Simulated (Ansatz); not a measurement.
## Electronic structure of TaSi2 in real space

Input

```
crystal:
  lattice:
    - [0.0, 3.0312130484, 3.0312130484]
    - [3.0312130484, 0.0, 3.0312130484]
    - [3.0312130484, 3.0312130484, 0.0]
  atoms:
    - { symbol: Ta, position: [0.0, 0.0, 0.0] }
    - { symbol: Si, position: [0.25, 0.25, 0.25] }
    - { symbol: Si, position: [0.75, 0.75, 0.75] }
basis:
  ecutwfc: 420
kpoints:
  mp_grid: { grid: [14, 14, 14] }
hamiltonian:
  xc: pbe
scf:
  occupations: { method: gaussian, width: 0.1 }
output:
  forces: true
  stress: true
  eigenvalues: true
  write_density: true
  write_potential: true
  elf: true
  volumetric_format: npy
relax:
  adjacent_minimum: "off"
  f_tol: 0.01
  max_steps: 80
  cell: { stress_tol: 0.05 }
```

Run with:

```sh
ansatz run input.yaml --threads 1 --pin off --max-ram 2560MiB --backend cpu --events-out ev --progress --plain --runs-dir out
```

Below, planes, directions and counts refer to the conventional cell (a = 6.06 Å, b = 6.06 Å, c = 6.06 Å, α = 90.00°, β = 90.00°, γ = 90.00°).

Space group Fm-3m; a structure generated by program, which may or may not match a known phase; computed without spin polarisation.

Theory: DFT PBE, scalar-relativistic, plane waves, PAW (Ansatz 0.2.0).

Core electrons are frozen (PAW), and the valence fields are smoothed inside the atomic spheres.

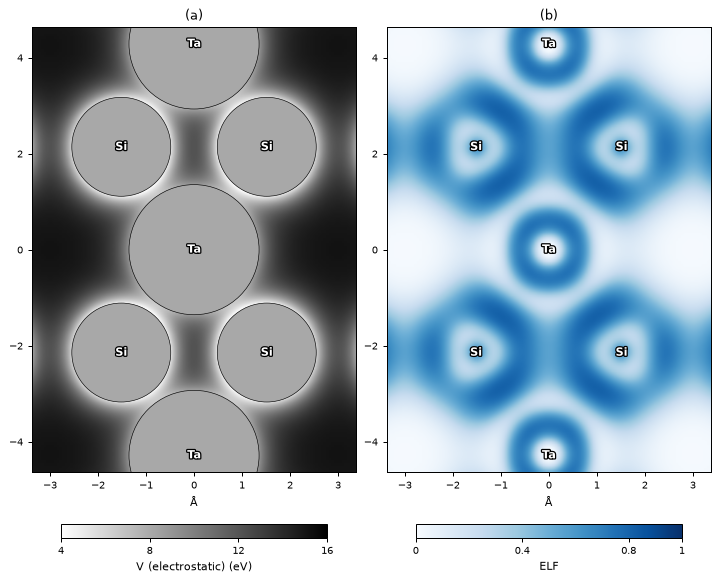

Figure 1. (a) electrostatic potential (local pseudopotential plus Hartree) felt by an electron; (b) ELF on the (101) plane of the conventional cell. Grey discs cover the atomic cores in the potential map.

What do the fields say about this system?

Answer. The section cuts through Ta and Si sites. Ta–Si (2.62 Å): the ELF peaks at about 0.80 in the valence shell of Si, 0.9 Å from its nucleus, and is about 0.50 at the midpoint. The features right at Ta lie inside the PAW spheres, where the map follows smoothed inner orbitals and isn't to be read closely. Outside the cores the potential energy rises away from the atoms and is highest about 2.6 Å from the nearest atoms; its zero is arbitrary.

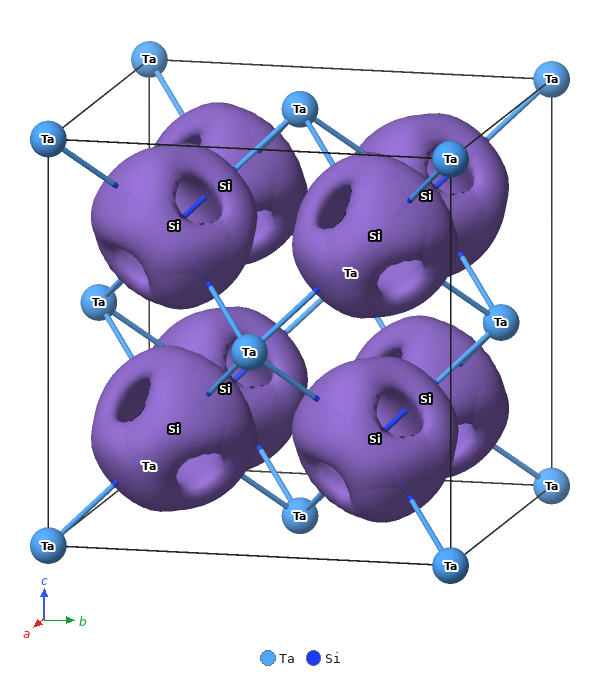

Figure 2. Isosurface of the electron localisation function at 0.65 (purple), seen slightly off an axis. Core shells and regions of very low density are left out. Sticks mark near contacts.

What do the ELF domains correspond to?

Answer. At this value the surface marks out eight regions wrapped around Si (the valence shell of each), counted in one cell of 12 atoms. Any copies at cell faces, edges or corners count once.

Does the calculation give a band gap?

Answer. It is metallic or semimetallic at this level of theory: no gap opens.
